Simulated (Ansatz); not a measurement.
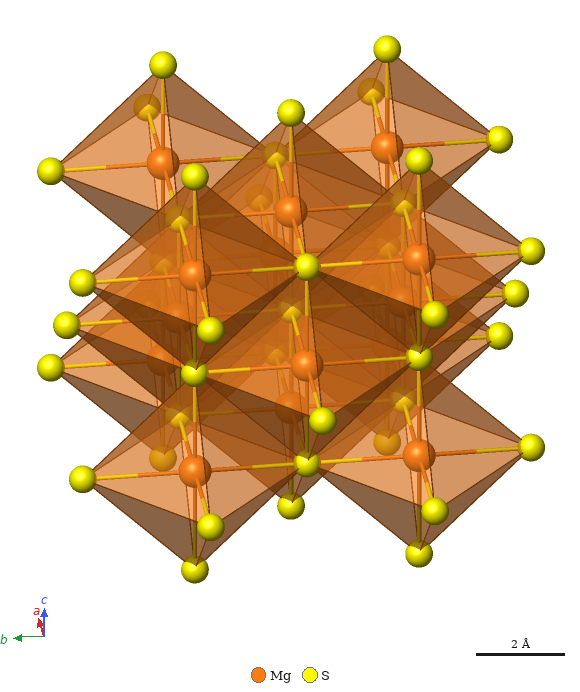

Reference structure: crystalline MgS (built on the measured structure type) at its r2SCAN-relaxed geometry. The picture is a polyhedral view of the conventional cell (4 times the calculation's cell), seen from a free direction. Lengths and directions refer to the drawn axes.

Method: DFT, HSE06, plane waves, PAW (Ansatz 0.2.0). (plane-wave cutoff 420 eV; k-point mesh 6 × 6 × 6; occupations fixed; no spin polarisation)

Change: The cell is strained by +0.8 % along [1 1 0], −0.8 % along [1 −1 0], none along the third axis (volume 0.0 %). The atoms were relaxed with r2SCAN under that strain, and this is a single point on that geometry.

Input
```yaml
crystal:
  lattice:
    - [0.0219828249, 2.6015177399, 2.6015177399]
    - [2.6015177399, 0.0219828249, 2.6015177399]
    - [2.6235005648, 2.6235005648, 0.0]
  atoms:
    - { symbol: Mg, position: [0.0, 0.0, 0.0] }
    - { symbol: S, position: [0.5, 0.5, 0.5] }
kpoints:
  mp_grid: { grid: [6, 6, 6] }
  band_path:
    path:
      - [0.0, 0.0, 0.0]
      - [0.5, 0.0, 0.5]
      - [0.625, 0.25, 0.625]
      - [0.375, 0.375, 0.75]
      - [0.5, 0.5, 0.5]
      - [0.5, 0.25, 0.75]
      - [0.5, 0.5, 0.0]
    npoints: 1
hamiltonian:
  xc: hse06
scf:
  occupations: { method: fixed }
  n_extra_bands: 4
output:
  forces: true
  stress: true
  eigenvalues: true
```

Launched with:
```bash
ansatz run input.yaml --threads 4 --pin off --max-ram 5529MiB --backend cpu --events-out ev --progress --plain --runs-dir out
```

> What does the calculation give for the changed structure?

The space group (tolerance 0.01 Å) goes from Fm-3m (No. 225) to Immm (No. 71). The energy changes by less than 1 meV per atom. Pressure: −0.4 GPa before, −0.4 GPa after. The principal stresses (compression positive) are 0.6 GPa along [1 −1 0], −0.4 GPa along c, −1.4 GPa along [1 1 0]. All forces vanish by symmetry.
